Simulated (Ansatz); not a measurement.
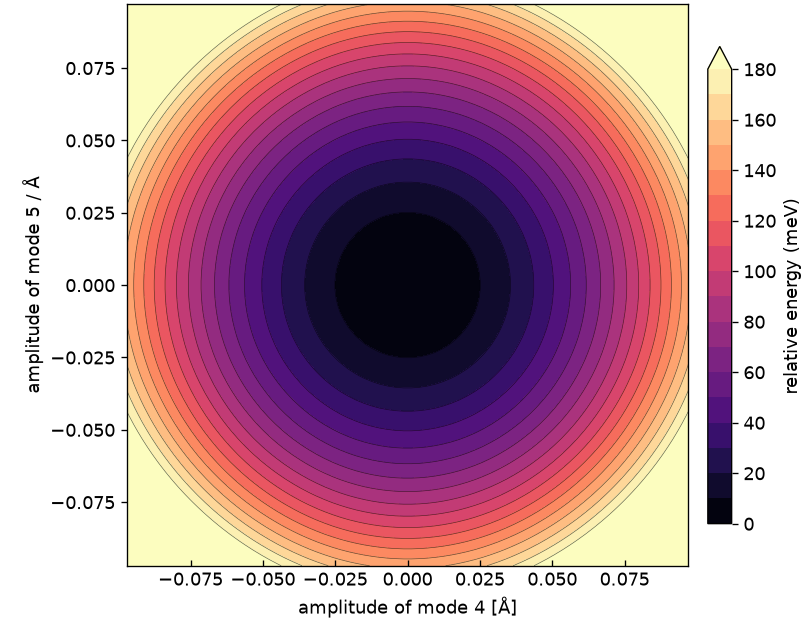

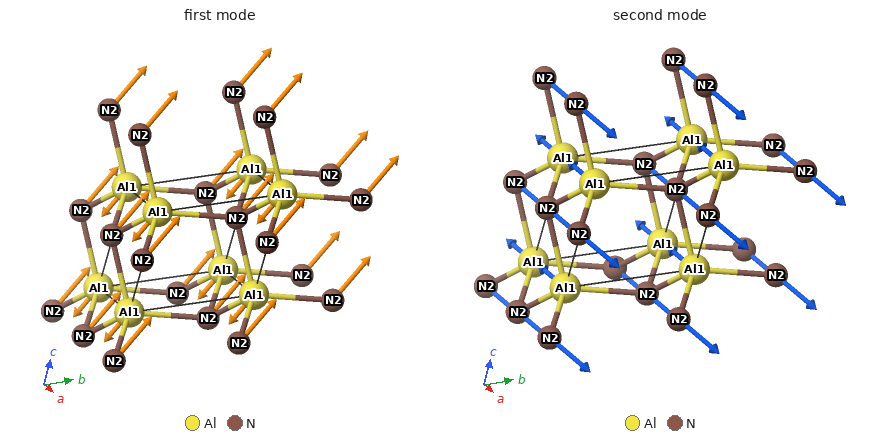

Energy landscape of AlN (F-43m, No. 216; 2 atoms in the cell). 
- The energy is mapped over two normal modes frozen in (zone-centre modes of the 2-atom cell of this scan).
- First axis: amplitude of mode 4 (635 cm⁻¹), largest displacement. Second axis: amplitude of mode 5 (635 cm⁻¹), largest displacement.
- Nothing is relaxed (the cell and all other modes fixed).
- The grid has 9 × 9 points; 15 points were computed and 66 follow by symmetry.
- Points are written as (first, second).
- All energies are given in meV per cell relative to the lowest grid point.
- The calculation used Ansatz, DFT PBE, scalar-relativistic, plane waves, PAW. Settings: cutoff 520 eV, k-mesh 10×10×10, gaussian smearing 0.05 eV, no spin polarisation.

In the figure: filled contours, one colour for all values above the top of the scale. Between grid points the surface is interpolated. The second picture is the structure at the lowest point

> Where are the wells?

The lowest grid point is at (0.000 Å, 0.000 Å). No other kind of well shows on this grid. The highest grid point, (−0.097 Å, −0.097 Å), lies 308 meV above the lowest. The gap on the k-mesh is 3.3 eV at the lowest point and runs from 2.8 to 3.3 eV over the map.

The whole map (15 points run) took 3.4 min on 1 thread of Arm Neoverse N1, with other jobs on the host.

PAW datasets: the set soft_1.
